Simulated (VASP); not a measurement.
# Geometry relaxation, with input and output: Si$_{53}$C (part 5 of 7)

The same run, continued: Si$_{53}$C (defect cell, 54 atoms in the cell); Kohn-Sham DFT of a periodic cell, PBE, VASP PAW PBE potentials, recommended, no spin polarisation (VASP 6.6.1); cutoff 450 eV, 2×2×2 k-mesh, Gaussian smearing of 0.01 eV. The structure derives from an entry of the Crystallography Open Database.

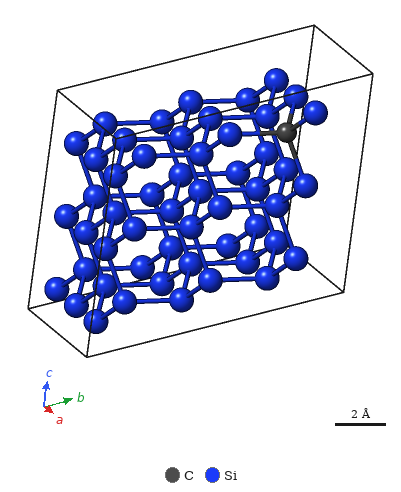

The geometry at step 0 of the log (ball-and-stick view of the cell of the calculation, seen slightly off an axis).

**Parts of OUTCAR, continued**
```
 k-point     3 :       0.5000    0.5000    0.0000
  band No.  band energies     occupation
      1      -6.9712      2.00000
      2      -5.7337      2.00000
      3      -5.6042      2.00000
      4      -5.2810      2.00000
      5      -5.2810      2.00000
      6      -5.2719      2.00000
      7      -4.8362      2.00000
      8      -4.0300      2.00000
      9      -4.0300      2.00000
     10      -4.0296      2.00000
     11      -3.9922      2.00000
     12      -3.9529      2.00000
     13      -3.9529      2.00000
     14      -3.9009      2.00000
     15      -3.8605      2.00000
     16      -3.7951      2.00000
     17      -3.7910      2.00000
     18      -3.7881      2.00000
     19      -3.7881      2.00000
     20      -3.7663      2.00000
     21      -3.7587      2.00000
     22      -3.7587      2.00000
     23      -2.5123      2.00000
     24      -2.2111      2.00000
     25      -2.1384      2.00000
     26      -2.1304      2.00000
     27      -2.1304      2.00000
     28      -2.0610      2.00000
     29      -2.0451      2.00000
     30      -2.0263      2.00000
     31      -2.0263      2.00000
     32      -2.0187      2.00000
     33      -1.0776      2.00000
     34      -1.0776      2.00000
     35      -1.0766      2.00000
     36      -1.0713      2.00000
     37      -0.9707      2.00000
     38      -0.9218      2.00000
     39      -0.9172      2.00000
     40      -0.9172      2.00000
     41      -0.3082      2.00000
     42      -0.1906      2.00000
     43      -0.1906      2.00000
     44      -0.0564      2.00000
     45      -0.0407      2.00000
     46       0.0024      2.00000
     47       0.0178      2.00000
     48       0.0178      2.00000
     49       1.3617      2.00000
     50       1.5670      2.00000
     51       1.5670      2.00000
     52       1.6772      2.00000
     53       1.8907      2.00000
     54       1.8907      2.00000
     55       1.9692      2.00000
     56       1.9867      2.00000
     57       1.9909      2.00000
     58       2.0599      2.00000
     59       2.0599      2.00000
     60       2.0625      2.00000
     61       2.0657      2.00000
     62       2.0657      2.00000
     63       2.0763      2.00000
     64       2.0948      2.00000
     65       2.0948      2.00000
     66       2.0968      2.00000
     67       2.1126      2.00000
     68       2.1257      2.00000
     69       2.6321      2.00000
     70       2.6321      2.00000
     71       2.6551      2.00000
     72       2.6950      2.00000
     73       2.8186      2.00000
     74       2.8186      2.00000
     75       2.8352      2.00000
     76       2.8678      2.00000
     77       2.8678      2.00000
     78       2.9192      2.00000
     79       3.1220      2.00000
     80       3.1504      2.00000
     81       3.1504      2.00000
     82       3.2507      2.00000
     83       3.2507      2.00000
     84       3.2555      2.00000
     85       3.2558      2.00000
     86       3.2814      2.00000
     87       3.3186      2.00000
     88       3.3544      2.00000
     89       3.3847      2.00000
     90       3.3847      2.00000
     91       3.4311      2.00000
     92       3.5674      2.00000
     93       3.6467      2.00000
     94       3.6467      2.00000
     95       3.8317      2.00000
     96       3.8467      2.00000
     97       3.8467      2.00000
     98       3.8546      2.00000
     99       3.8919      2.00000
    100       3.9615      2.00000
    101       4.3515      2.00000
    102       4.3515      2.00000
    103       4.4552      2.00000
    104       4.4552      2.00000
    105       4.9154      2.00000
    106       4.9154      2.00000
    107       4.9777      2.00000
    108       5.1245      2.00000
    109       6.2436      0.00000
    110       6.3001      0.00000
    111       7.0460      0.00000
    112       7.0892      0.00000
    113       7.3554      0.00000
    114       7.3944      0.00000
    115       7.5688      0.00000
    116       7.5688      0.00000
    117       7.5936      0.00000
    118       7.6279      0.00000
    119       7.6656      0.00000
    120       7.6656      0.00000
 [bands above 120 left out]

------------------------ aborting loop because EDIFF is reached ----------------------------------------

  FORCE on cell =-STRESS in cart. coord.  units (eV):
  Direction    XX          YY          ZZ          XY          YZ          ZX
  --------------------------------------------------------------------------------------
  -------------------------------------------------------------------------------------
  Total      -13.8036532    -13.8036532    -13.8036532     -0.0000000      0.0000000      0.0000000
  in kB      -20.0342830    -20.0342830    -20.0342830     -0.0000000      0.0000000      0.0000000
  external PRESSURE =     -20.0342830 kB  Pullay stress =       0.0000000 kB

 VOLUME and BASIS-vectors are now :
 -----------------------------------------------------------------------------
  energy-cutoff  :      450.00
  volume of cell :     1103.90
      direct lattice vectors                 reciprocal lattice vectors
    -8.202891000  8.202891000  0.000000000    -0.060954120  0.060954120 -0.060954120
    -8.202891000  0.000000000  8.202891000    -0.060954120 -0.060954120  0.060954120
     0.000000000  8.202891000  8.202891000     0.060954120  0.060954120  0.060954120

 POSITION                                       TOTAL-FORCE (eV/Angst)
 -----------------------------------------------------------------------------------
    -12.30434     12.30434     12.30434         0.000000     -0.000000      0.000000
     -6.79008      6.79008     12.29985         0.008173     -0.008173     -0.000861
     -6.79008     12.29985      6.79008         0.008173     -0.000861     -0.008173
    -12.29985      6.79008      6.79008         0.000861     -0.008173     -0.008173
     -9.61570      9.61570     12.29985        -0.008173      0.008173     -0.000861
     -1.36710      6.83579      6.83579         0.003113      0.003113      0.003113
     -6.83579      1.36710      6.83579        -0.003113     -0.003113      0.003113
     -9.61570     12.29985      9.61570        -0.008173     -0.000861      0.008173
     -6.83579      6.83579      1.36710        -0.003113      0.003113     -0.003113
    -12.29985      9.61570      9.61570         0.000861      0.008173      0.008173
     -4.10593      9.61570      6.79008        -0.000861      0.008173     -0.008173
     -9.61570      4.10593      6.79008        -0.008173      0.000861     -0.008173
     -4.10593      6.79008      9.61570        -0.000861     -0.008173      0.008173
     -1.36710      1.36710      1.36710         0.003113     -0.003113     -0.003113
     -6.79008      4.10593      9.61570         0.008173      0.000861      0.008173
     -9.61570      6.79008      4.10593        -0.008173     -0.008173      0.000861
     -6.79008      9.61570      4.10593         0.008173      0.008173      0.000861
     -6.83776      9.56802      9.56802         0.005066      0.005066      0.005066
     -4.10145      4.10145      1.36160         0.000000     -0.000000     -0.017592
     -9.56802      6.83776      9.56802        -0.005066     -0.005066      0.005066
     -4.10145      1.36160      4.10145         0.000000     -0.017592      0.000000
     -1.36160      4.10145      4.10145         0.017592     -0.000000      0.000000
     -9.56802      9.56802      6.83776        -0.005066      0.005066     -0.005066
     -6.84129      4.10145      4.10145        -0.017592     -0.000000      0.000000
     -4.10145      6.84129      4.10145         0.000000      0.017592      0.000000
     -4.10145      4.10145      6.84129         0.000000     -0.000000      0.017592
     -6.83776      6.83776      6.83776         0.005066     -0.005066     -0.005066
    -13.49337     11.11531     11.11531         0.007277      0.007277      0.007277
     -8.19997      5.47329     10.93250         0.008690      0.003794     -0.003794
     -8.19997     10.93250      5.47329         0.008690     -0.003794      0.003794
    -13.49337     13.49337     13.49337         0.007277     -0.007277     -0.007277
    -10.93250      8.20581     10.93250         0.003794      0.008690     -0.003794
     -2.73575      5.46714      5.46714         0.010333      0.010333      0.010333
     -8.20289      8.20289     13.67177        -0.000000      0.000000      0.014998
    -10.93250     10.93250      8.20581         0.003794     -0.003794      0.008690
     -8.20289     13.67177      8.20289        -0.000000      0.014998      0.000000
    -13.67177      8.20289      8.20289        -0.014998      0.000000      0.000000
     -5.47329      8.20581      5.47329        -0.003794      0.008690      0.003794
    -11.11531     11.11531     13.49337        -0.007277      0.007277     -0.007277
     -5.47329      5.47329      8.20581        -0.003794      0.003794      0.008690
     -2.73402      8.20289      8.20289         0.014998      0.000000      0.000000
     -8.20289      2.73402      8.20289        -0.000000     -0.014998      0.000000
    -11.11531     13.49337     11.11531        -0.007277     -0.007277      0.007277
     -8.20289      8.20289      2.73402        -0.000000      0.000000     -0.014998
     -8.20289      8.20289      8.20289         0.000000     -0.000000      0.000000
     -5.47329     10.93250      8.19997        -0.003794     -0.003794     -0.008690
    -10.93250      5.47329      8.19997         0.003794      0.003794     -0.008690
     -5.47329      8.19997     10.93250        -0.003794     -0.008690     -0.003794
     -2.73575      2.73575      2.73575         0.010333     -0.010333     -0.010333
    -10.93250      8.19997      5.47329         0.003794     -0.008690      0.003794
     -8.20581     10.93250     10.93250        -0.008690     -0.003794     -0.003794
     -5.46714      5.46714      2.73575        -0.010333      0.010333     -0.010333
     -5.46714      2.73575      5.46714        -0.010333     -0.010333      0.010333
     -8.20581      5.47329      5.47329        -0.008690      0.003794      0.003794
 -----------------------------------------------------------------------------------
    total drift:                               -0.000005      0.000005      0.000005

  FREE ENERGIE OF THE ION-ELECTRON SYSTEM (eV)
  ---------------------------------------------------
  free  energy   TOTEN  =      -294.3100171774 eV

  energy  without entropy=     -294.3100171774  energy(sigma->0) =     -294.31001718

 reached required accuracy - stopping structural energy minimisation
```

**CONTCAR**
```
Si53C
    1.000000000000000
    -8.2028909999999993    8.2028909999999993    0.0000000000000000
    -8.2028909999999993    0.0000000000000000    8.2028909999999993
     0.0000000000000000    8.2028909999999993    8.2028909999999993
  C               Si
     1    53
Direct
     0.7500000000000000    0.7500000000000000    0.7500000000000000
     0.0780405548544435    0.7497264480489513    0.7497264480489513
     0.7497264480489513    0.0780405548544435    0.7497264480489513
     0.7497264480489513    0.7497264480489513    0.0780405548544435
     0.4225065490476540    0.7497264480489513    0.7497264480489513
     0.0833305268131116    0.0833305268131116    0.7500084095606715
     0.0833305268131116    0.7500084095606715    0.0833305268131116
     0.7497264480489513    0.4225065490476540    0.7497264480489513
     0.7500084095606715    0.0833305268131116    0.0833305268131116
     0.7497264480489513    0.7497264480489513    0.4225065490476540
     0.4225065490476540    0.0780405548544435    0.7497264480489513
     0.4225065490476540    0.7497264480489513    0.0780405548544434
     0.0780405548544435    0.4225065490476540    0.7497264480489513
     0.0833305268131116    0.0833305268131116    0.0833305268131116
     0.0780405548544435    0.7497264480489513    0.4225065490476540
     0.7497264480489513    0.4225065490476540    0.0780405548544434
     0.7497264480489513    0.0780405548544435    0.4225065490476540
     0.4167895687516633    0.4167895687516633    0.7496313037450042
     0.4170045699138140    0.0829954300861861    0.0829954300861861
     0.4167895687516633    0.7496313037450042    0.4167895687516633
     0.0829954300861861    0.4170045699138140    0.0829954300861861
     0.0829954300861861    0.0829954300861861    0.4170045699138140
     0.7496313037450042    0.4167895687516633    0.4167895687516633
     0.4170045699138140    0.4170045699138140    0.0829954300861861
     0.4170045699138140    0.0829954300861861    0.4170045699138140
     0.0829954300861861    0.4170045699138140    0.4170045699138140
     0.4167895687516633    0.4167895687516633    0.4167895687516633
     0.8224762089318337    0.8224762089318337    0.5325713632045047
     0.1670605518812556    0.8325831665626798    0.5001781407780322
     0.8325831665626798    0.1670605518812556    0.5001781407780322
     0.8224762089318337    0.8224762089318337    0.8224762089318337
     0.5001781407780322    0.8325831665626798    0.5001781407780322
     0.1667554822985436    0.1667554822985436    0.4997335631043629
     0.1666495300437725    0.8333504699562275    0.8333504699562275
     0.8325831665626798    0.5001781407780322    0.5001781407780322
     0.8333504699562275    0.1666495300437725    0.8333504699562275
     0.8333504699562275    0.8333504699562275    0.1666495300437725
     0.5001781407780322    0.1670605518812556    0.5001781407780322
     0.5325713632045047    0.8224762089318337    0.8224762089318337
     0.1670605518812556    0.5001781407780322    0.5001781407780322
     0.1666495300437725    0.1666495300437725    0.8333504699562275
     0.1666495300437725    0.8333504699562275    0.1666495300437725
     0.8224762089318337    0.5325713632045047    0.8224762089318337
     0.8333504699562275    0.1666495300437725    0.1666495300437725
     0.5000000000000000    0.5000000000000000    0.5000000000000000
     0.5001781407780322    0.1670605518812556    0.8325831665626798
     0.5001781407780322    0.8325831665626798    0.1670605518812556
     0.1670605518812556    0.5001781407780322    0.8325831665626798
     0.1667554822985436    0.1667554822985436    0.1667554822985436
     0.8325831665626798    0.5001781407780322    0.1670605518812556
     0.5001781407780322    0.5001781407780322    0.8325831665626798
     0.4997335631043629    0.1667554822985436    0.1667554822985436
     0.1667554822985436    0.4997335631043629    0.1667554822985436
     0.5001781407780322    0.5001781407780322    0.1670605518812556

  0.00000000E+00  0.00000000E+00  0.00000000E+00
  0.00000000E+00  0.00000000E+00  0.00000000E+00
  0.00000000E+00  0.00000000E+00  0.00000000E+00
  0.00000000E+00  0.00000000E+00  0.00000000E+00
  0.00000000E+00  0.00000000E+00  0.00000000E+00
  0.00000000E+00  0.00000000E+00  0.00000000E+00
  0.00000000E+00  0.00000000E+00  0.00000000E+00
  0.00000000E+00  0.00000000E+00  0.00000000E+00
  0.00000000E+00  0.00000000E+00  0.00000000E+00
  0.00000000E+00  0.00000000E+00  0.00000000E+00
  0.00000000E+00  0.00000000E+00  0.00000000E+00
  0.00000000E+00  0.00000000E+00  0.00000000E+00
  0.00000000E+00  0.00000000E+00  0.00000000E+00
  0.00000000E+00  0.00000000E+00  0.00000000E+00
  0.00000000E+00  0.00000000E+00  0.00000000E+00
  0.00000000E+00  0.00000000E+00  0.00000000E+00
  0.00000000E+00  0.00000000E+00  0.00000000E+00
  0.00000000E+00  0.00000000E+00  0.00000000E+00
  0.00000000E+00  0.00000000E+00  0.00000000E+00
  0.00000000E+00  0.00000000E+00  0.00000000E+00
  0.00000000E+00  0.00000000E+00  0.00000000E+00
  0.00000000E+00  0.00000000E+00  0.00000000E+00
  0.00000000E+00  0.00000000E+00  0.00000000E+00
  0.00000000E+00  0.00000000E+00  0.00000000E+00
  0.00000000E+00  0.00000000E+00  0.00000000E+00
  0.00000000E+00  0.00000000E+00  0.00000000E+00
  0.00000000E+00  0.00000000E+00  0.00000000E+00
  0.00000000E+00  0.00000000E+00  0.00000000E+00
  0.00000000E+00  0.00000000E+00  0.00000000E+00
  0.00000000E+00  0.00000000E+00  0.00000000E+00
  0.00000000E+00  0.00000000E+00  0.00000000E+00
  0.00000000E+00  0.00000000E+00  0.00000000E+00
  0.00000000E+00  0.00000000E+00  0.00000000E+00
  0.00000000E+00  0.00000000E+00  0.00000000E+00
  0.00000000E+00  0.00000000E+00  0.00000000E+00
  0.00000000E+00  0.00000000E+00  0.00000000E+00
  0.00000000E+00  0.00000000E+00  0.00000000E+00
  0.00000000E+00  0.00000000E+00  0.00000000E+00
  0.00000000E+00  0.00000000E+00  0.00000000E+00
  0.00000000E+00  0.00000000E+00  0.00000000E+00
  0.00000000E+00  0.00000000E+00  0.00000000E+00
  0.00000000E+00  0.00000000E+00  0.00000000E+00
  0.00000000E+00  0.00000000E+00  0.00000000E+00
  0.00000000E+00  0.00000000E+00  0.00000000E+00
  0.00000000E+00  0.00000000E+00  0.00000000E+00
  0.00000000E+00  0.00000000E+00  0.00000000E+00
  0.00000000E+00  0.00000000E+00  0.00000000E+00
  0.00000000E+00  0.00000000E+00  0.00000000E+00
  0.00000000E+00  0.00000000E+00  0.00000000E+00
  0.00000000E+00  0.00000000E+00  0.00000000E+00
  0.00000000E+00  0.00000000E+00  0.00000000E+00
  0.00000000E+00  0.00000000E+00  0.00000000E+00
  0.00000000E+00  0.00000000E+00  0.00000000E+00
  0.00000000E+00  0.00000000E+00  0.00000000E+00
```

**Trajectory as extended XYZ (Å, eV, eV/Å), 9 of the 11 frames kept, from step=0 to step=10**
```
54
Lattice="-8.2029 8.2029 0.0000 -8.2029 0.0000 8.2029 0.0000 8.2029 8.2029" Properties=species:S:1:pos:R:3:forces:R:3 step=0 energy=-292.65014
C   -12.3043   12.3043   12.3043    0.0000   0.0000   0.0000
Si   -6.8357    6.8357   12.3043    0.0694  -0.0694  -0.0625
Si   -6.8357   12.3043    6.8357    0.0694  -0.0625  -0.0694
Si  -12.3043    6.8357    6.8357    0.0625  -0.0694  -0.0694
Si   -9.5700    9.5700   12.3043   -0.0694   0.0694  -0.0625
Si   -1.3671    6.8357    6.8357   -0.0021  -0.0021  -0.0021
Si   -6.8357    1.3671    6.8357    0.0021   0.0021  -0.0021
Si   -9.5700   12.3043    9.5700   -0.0694  -0.0625   0.0694
Si   -6.8357    6.8357    1.3671    0.0021  -0.0021   0.0021
Si  -12.3043    9.5700    9.5700    0.0625   0.0694   0.0694
Si   -4.1014    9.5700    6.8357   -0.0625   0.0694  -0.0694
Si   -9.5700    4.1014    6.8357   -0.0694   0.0625  -0.0694
Si   -4.1014    6.8357    9.5700   -0.0625  -0.0694   0.0694
Si   -1.3671    1.3671    1.3671   -0.0021   0.0021   0.0021
Si   -6.8357    4.1014    9.5700    0.0694   0.0625   0.0694
Si   -9.5700    6.8357    4.1014   -0.0694  -0.0694   0.0625
Si   -6.8357    9.5700    4.1014    0.0694   0.0694   0.0625
Si   -6.8357    9.5700    9.5700    0.0042   0.0042   0.0042
Si   -4.1014    4.1014    1.3671    0.0000   0.0000  -0.0064
Si   -9.5700    6.8357    9.5700   -0.0042  -0.0042   0.0042
Si   -4.1014    1.3671    4.1014    0.0000  -0.0064   0.0000
Si   -1.3671    4.1014    4.1014    0.0064   0.0000   0.0000
Si   -9.5700    9.5700    6.8357   -0.0042   0.0042  -0.0042
Si   -6.8357    4.1014    4.1014   -0.0064   0.0000   0.0000
Si   -4.1014    6.8357    4.1014    0.0000   0.0064   0.0000
Si   -4.1014    4.1014    6.8357    0.0000   0.0000   0.0064
Si   -6.8357    6.8357    6.8357    0.0042  -0.0042  -0.0042
Si  -13.6715   10.9372   10.9372    1.2869   1.2869   1.2869
Si   -8.2029    5.4686   10.9372   -0.0111   0.0063  -0.0063
Si   -8.2029   10.9372    5.4686   -0.0111  -0.0063   0.0063
Si  -13.6715   13.6715   13.6715    1.2869  -1.2869  -1.2869
Si  -10.9372    8.2029   10.9372    0.0063  -0.0111  -0.0063
Si   -2.7343    5.4686    5.4686   -0.0040  -0.0040  -0.0040
Si   -8.2029    8.2029   13.6715    0.0000   0.0000   0.0695
Si  -10.9372   10.9372    8.2029    0.0063  -0.0063  -0.0111
Si   -8.2029   13.6715    8.2029    0.0000   0.0695   0.0000
Si  -13.6715    8.2029    8.2029   -0.0695   0.0000   0.0000
Si   -5.4686    8.2029    5.4686   -0.0063  -0.0111   0.0063
Si  -10.9372   10.9372   13.6715   -1.2869   1.2869  -1.2869
Si   -5.4686    5.4686    8.2029   -0.0063   0.0063  -0.0111
Si   -2.7343    8.2029    8.2029    0.0695   0.0000   0.0000
Si   -8.2029    2.7343    8.2029    0.0000  -0.0695   0.0000
Si  -10.9372   13.6715   10.9372   -1.2869  -1.2869   1.2869
Si   -8.2029    8.2029    2.7343    0.0000   0.0000  -0.0695
Si   -8.2029    8.2029    8.2029    0.0000   0.0000   0.0000
Si   -5.4686   10.9372    8.2029   -0.0063  -0.0063   0.0111
Si  -10.9372    5.4686    8.2029    0.0063   0.0063   0.0111
Si   -5.4686    8.2029   10.9372   -0.0063   0.0111  -0.0063
Si   -2.7343    2.7343    2.7343   -0.0040   0.0040   0.0040
Si  -10.9372    8.2029    5.4686    0.0063   0.0111   0.0063
Si   -8.2029   10.9372   10.9372    0.0111  -0.0063  -0.0063
Si   -5.4686    5.4686    2.7343    0.0040  -0.0040   0.0040
Si   -5.4686    2.7343    5.4686    0.0040   0.0040  -0.0040
Si   -8.2029    5.4686    5.4686    0.0111   0.0063   0.0063
```
